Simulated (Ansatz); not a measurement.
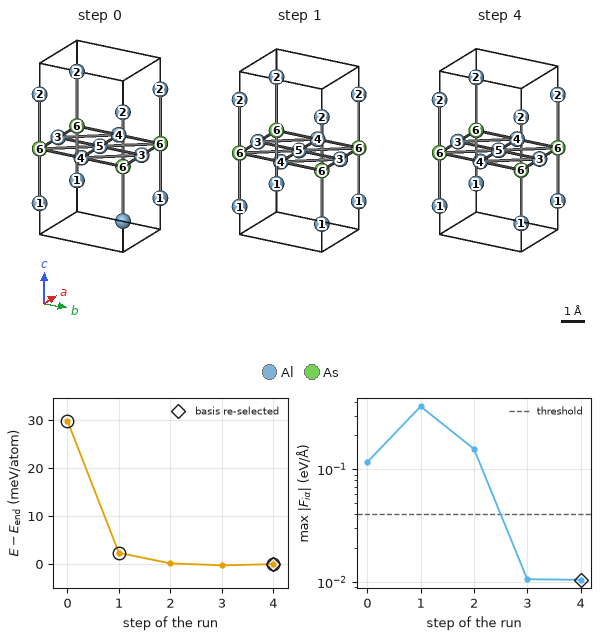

Frames of a relaxation of solid Al$_{5}$As (a generated structure, set up in P6/mmm) (coarse preliminary run), marked on the history of the run. The picture is a ball-and-stick view of the cell of the calculation, seen from a free direction.

These are results of DFT PBE, scalar-relativistic, plane waves, PAW in Ansatz 0.2.0, not measurements. (plane-wave cutoff 420 eV; k-point mesh 6 × 6 × 2; occupations gaussian; smearing width 0.1 eV; no spin polarisation; cell and atoms relaxed; force threshold 0.04 eV/Å; at most 70 steps)

Q: What happens along the run?

A: The largest moves relative to the cell, 0.055 Å, are those of Al1 and Al2. Al2 goes along +c. As stays in place. The volume changes by −8.6 %, with a = b 5.542 → 5.426 Å (−2.1 %), c 7.822 → 7.459 Å (−4.6 %). Among the contacts that change: Al1–Al2 2.849 → 2.608 Å, Al1–As6 2.486 → 2.426 Å, Al3–As6 2.771 → 2.713 Å, Al3–Al4 2.771 → 2.713 Å. The space group stays P6/mmm (No. 191). The energy falls by 29.9 meV per atom in 3 accepted moves (4 points after the start). Largest force component: 0.12 eV/Å at the start, 0.011 eV/Å at the end. The pressure goes from −2.24 to −0.02 GPa. At 1 point the geometry stayed and the basis and grid were re-selected for the new cell (energy shift of 0.3 meV per atom at most each time). Cost: 23 s on 1 thread of Arm Neoverse V1 (shared host), peak memory 0.42 GiB. From step 0 to 1: Al atoms move most (0.08 Å), volume −7.4 %, energy −27.6 meV per atom. From step 1 to 4: Al atoms move most (0.02 Å), volume −1.3 %, energy −2.4 meV per atom.

Limits of the set-up: the k-point mesh is coarse for a cell with partly filled bands.
